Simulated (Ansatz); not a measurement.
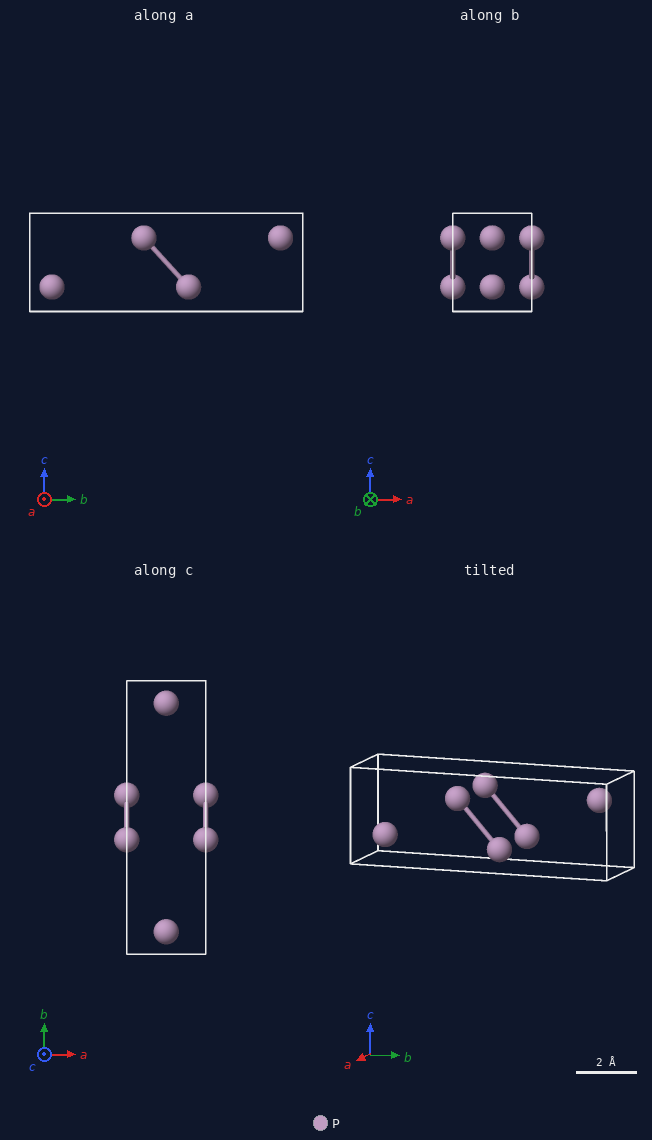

Shown here is a ball-and-stick view of the crystal, taken along the a axis, along the b axis, along the c axis and slightly off an axis. One conventional unit cell is framed, with atoms on its boundary repeated.

Lattice parameters: a = 2.6358 Å, b = 9.1157 Å, c = 3.2743 Å, α = 90.000°, β = 90.000°, γ = 90.000°.

Q: Express the structure as a CIF with its space group and independent sites, with free fractional coordinates to two decimals.

A:
```cif
data_structure
_symmetry_space_group_name_H-M 'C m c m'
_symmetry_Int_Tables_number 63
_cell_length_a 2.6358
_cell_length_b 9.1157
_cell_length_c 3.2743
_cell_angle_alpha 90.000
_cell_angle_beta 90.000
_cell_angle_gamma 90.000
_cell_volume 78.67
loop_
_atom_site_label
_atom_site_type_symbol
_atom_site_symmetry_multiplicity
_atom_site_Wyckoff_symbol
_atom_site_fract_x
_atom_site_fract_y
_atom_site_fract_z
_atom_site_occupancy
P1 P 4 c 0.00 0.58 0.25 1
```

The structure was taken from a structure type filled with this element by a generator (whether the element takes this form wasn't checked). Atoms and cell were optimised with DFT, r2SCAN, plane waves (500 eV) with PAW, scalar-relativistic (Ansatz).
